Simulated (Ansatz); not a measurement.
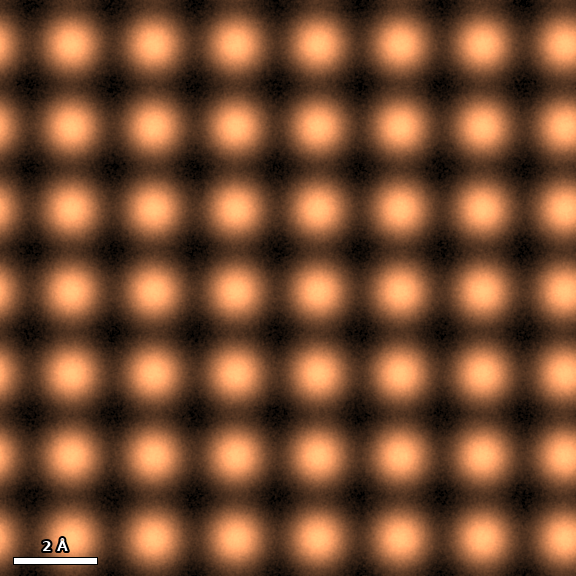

An image along [001] of one of the structures below (computed or model cells, partly hypothetical, each in its standard cell). Simulated as the projected potential of neutral atoms (B = 0.8 Å²) blurred by a 0.75 Å probe, the thin-sample limit of integrated differential phase contrast. The display is stretched by a gamma of 0.65; percentages refer to the linear signal. Shot noise was added.

A. W
Space group P6_3/mmc (No. 194). a = 2.762 Å, b = 2.762 Å, c = 9.705 Å, α = 90.00°, β = 90.00°, γ = 120.00°
```
atom  site  symmetry       x       y       z
   W    2a      -3m.  0.0000  0.0000  0.0000
   W    2c      -6m2  0.3333  0.6667  0.2500
```

B. W
Space group Fddd:1 (No. 70). a = 2.707 Å, b = 5.414 Å, c = 9.110 Å, α = 90.00°, β = 90.00°, γ = 90.00°
```csv
atom,site,symmetry,x,y,z
W,8b,222,0.7500,0.7500,0.7500
```

C. W
Space group Fm-3m (No. 225). a = 3.999 Å, b = 3.999 Å, c = 3.999 Å, α = 90.00°, β = 90.00°, γ = 90.00°
| atom | site | symmetry | x | y | z |
| --- | --- | --- | --- | --- | --- |
| W | 4a | m-3m | 0.0000 | 0.0000 | 0.0000 |

D. Ta
Space group Pm-3m (No. 221). a = 2.760 Å, b = 2.760 Å, c = 2.760 Å, α = 90.00°, β = 90.00°, γ = 90.00°
```
atom  site  symmetry       x       y       z
  Ta    1a      m-3m  0.0000  0.0000  0.0000
```

Which structure was imaged?

Answer. C, W. Along [001] the projected cells are A 2.76 × 2.76 Å, 120°; B 1.35 × 1.51 Å, 117°; C 2.00 × 2.00 Å, 90°; D 2.76 × 2.76 Å, 90°. The image repeats as C does.

Structure C: the input geometry of a calculation; the starting structure was generated, so it need not be a known form of this composition.
